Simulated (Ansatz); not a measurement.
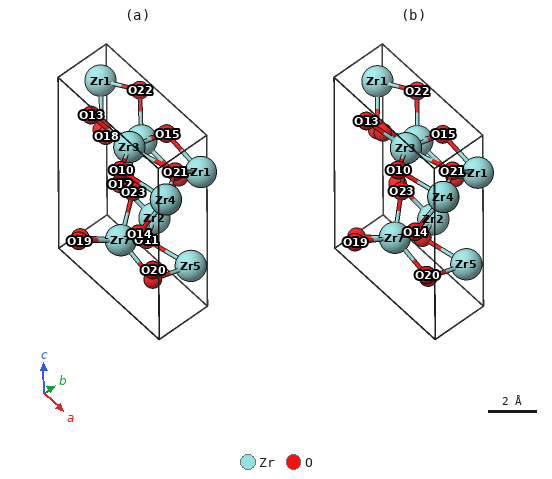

The structure of a defect cell of composition Zr$_{7}$O$_{16}$ (cell charge −4) before (left) and after (right) a relaxation, at one scale.

Style: ball-and-stick. Shown: the cell of the calculation (origin shifted), slightly off an axis.

Level of theory: Ansatz, DFT PBEsol, scalar-relativistic, plane waves, PAW. Set-up: plane-wave cutoff 420 eV; k-point mesh 2 × 2 × 2; occupations gaussian; smearing width 0.02 eV; mesh shifted by (0.5, 0.5, 0.5); collinear spin; atoms relaxed in a fixed cell; force threshold 0.03 eV/Å; at most 40 steps.

Q: What changed between the two?

A: The energy falls by 1.480 eV per cell of the calculation in 4 geometry steps. The largest force component goes from 2.8 to 0.03 eV/Å. An O atom moves most: 0.31 Å along [−3 −2 −1]. Largest moves by element: O 0.31 Å, Zr 0.15 Å. The cell doesn't change. Some distances before and after: O–Zr 2.288 → 2.551 Å, Zr–Zr 3.608 → 3.418 Å, Zr–Zr 3.475 → 3.652 Å, O–Zr 2.224 → 2.077 Å. Among the angles between lasting bonds that change: Zr–O–Zr 105.7° → 90.9°, Zr–O–Zr 136.5° → 145.0°, Zr–O–Zr 136.8° → 129.0°. The program noted that the starting moments weren't kept.

Limits of the set-up: the periodic images lie only 6.7 Å apart, so the values are limited by the cell's size; the cell is charged, on a uniform background, and energies carry no finite-size correction.
